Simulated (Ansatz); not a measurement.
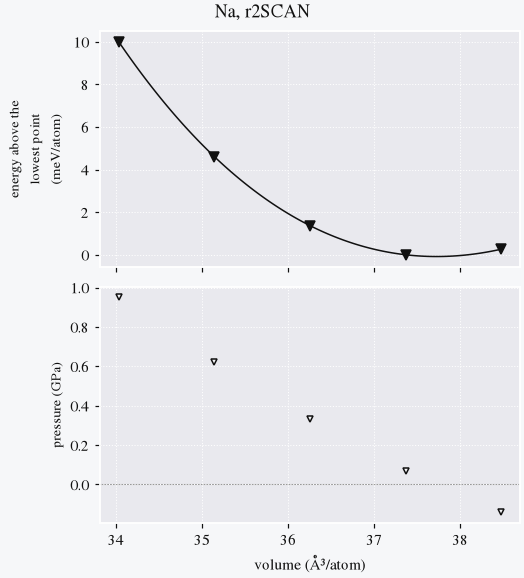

The picture above shows the energy above the lowest point and pressure against volume for Na, space group Im-3m (No. 229) (one of a set of cubic test structures, which need not be the stable phase).

Computed with Ansatz 0.2.0 development build: equation of state of a cubic crystal from periodic Kohn-Sham density functional theory without spin, third-order Birch-Murnaghan fit to the free energies; pressure corrected for the finite basis. Level: r2SCAN.

| setting | value |
| --- | --- |
| structure type | bcc |
| atoms in cell | 1 |
| space group number | 229 |
| lattice centring | body-centred primitive |
| k mesh | 12×12×12 |
| occupation method | Fermi–Dirac |
| occupation width | 0.1 eV |
| wave cutoff | 700 eV |
| datasets | hard PAW |
| density tolerance | 1e−09 eV |
| bands | 9 |
| density cutoff ratio | 4 |
| search for lower states | default |
| xc grid level | 2 |

**What equilibrium volume and bulk modulus follow from the curve?**

A third-order Birch–Murnaghan fit gives V0 = 37.73 Å³/atom, B0 = 7.63 GPa and B′ = 3.7.

**Read off the course of the pressure.**

It falls from 0.95 GPa at volume 34.04 Å³/atom to −0.14 GPa at 38.48 Å³/atom, and changes sign near 37.7 Å³/atom.

Limits of the calculation: pseudopotentials made with PBE, not this functional.

The computed values:

```
volume (Å³/atom)  energy above the lowest point (meV/atom)  pressure (GPa)
           34.04                                     9.996            0.95
           35.15                                     4.606            0.62
           36.26                                     1.369            0.33
           37.37                                     0.000            0.07
           38.48                                     0.260           -0.14
```
